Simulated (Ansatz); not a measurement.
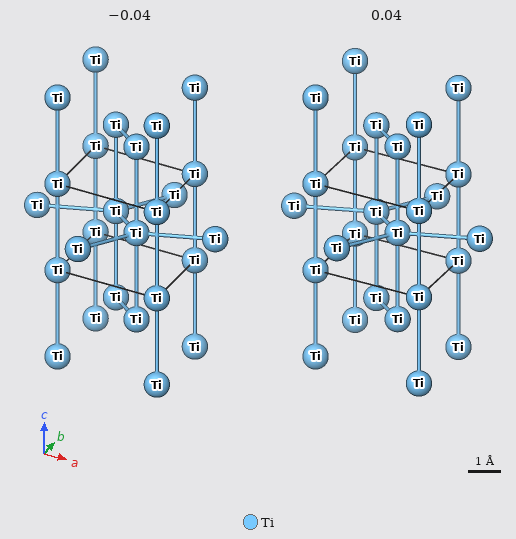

Solid Ti (set up in P2/m), held at several strains, with the atoms relaxed (per unit of the tabulated number the cell is strained by 0.5 along [−3 −2 0], −0.5 along [1 −3 0]). The picture shows the first and the last member. The picture is a ball-and-stick view of the cell of the calculation, seen slightly off an axis.

Computed with Ansatz 0.2.0: PBEsol, Ansatz PAW. (plane-wave cutoff 420 eV; k-point mesh 6 × 6 × 8; occupations fermi-dirac; smearing width 0.05 eV; no spin polarisation; atoms relaxed in a fixed cell; force threshold 0.01 eV/Å)

```tsv
strain	energy (meV/atom)
−0.04	4.27
−0.02	1.08
−0.01	0.27
0	0.00
0.01	?
0.02	1.08
0.04	4.27
```

Question: Fill in the missing row.

Answer: A parabola through three neighbouring rows (−0.01, 0, 0.02) gives, with Lagrange weights, (−0.3333)(0.27) + (1.0000)(0.00) + (0.3333)(1.08) = 0.27 meV/atom. The calculation gives 0.27 meV/atom. The estimate is right to the digits shown. From the first member to the last: Ti–Ti 2.587 → 2.685 Å, Ti–Ti 2.685 → 2.587 Å, Ti–Ti 3.031 → 2.954 Å.

The whole series:

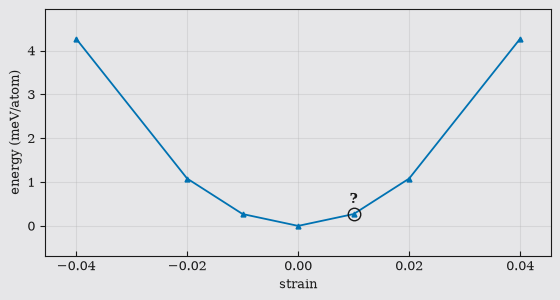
